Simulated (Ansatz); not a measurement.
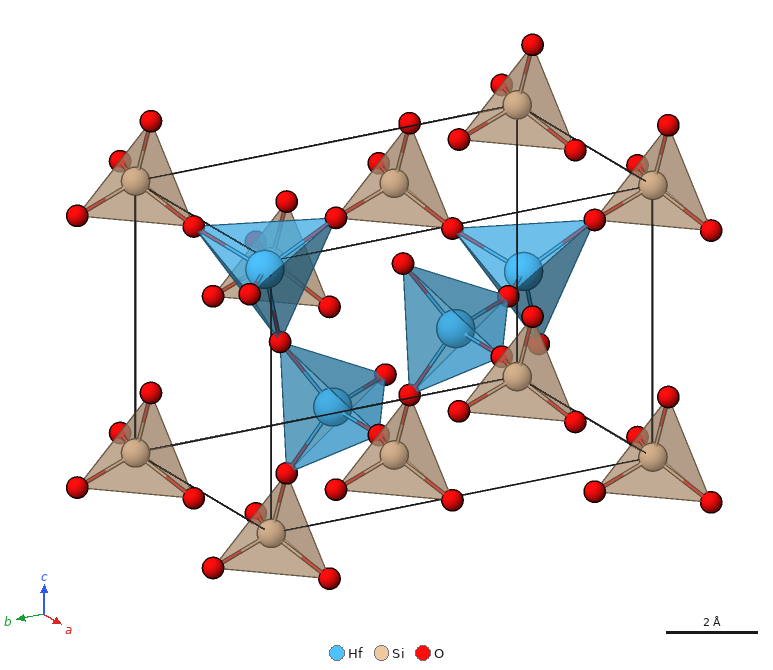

Drawn in the polyhedral manner and seen from a general direction. The lines enclose the conventional unit cell; boundary atoms appear with their images. Some atoms of the next cells are drawn as well.

Hf2SiO6, space group C222 (No. 21), a = 5.99 Å, b = 9.79 Å, c = 6.42 Å, α = 90.00°, β = 90.00°, γ = 90.00°.

Calculation details: DFT PBE, scalar-relativistic, plane waves, PAW in Ansatz; plane-wave cutoff 420 eV, k-points about 0.24 Å⁻¹ apart, Gaussian smearing of 0.02 eV, no spin polarisation.

What does the calculation say: metal or gapped?

An insulator at this level, with a gap of 4.61 eV on the k-mesh (the true edges may lie between mesh points, so the gap can be somewhat smaller).

Starting structure: a structure type filled with these elements by a generator (whether the compound takes this form wasn't checked). It is drawn as it came out of a relaxation with DFT PBE, scalar-relativistic, plane waves, PAW (Ansatz).
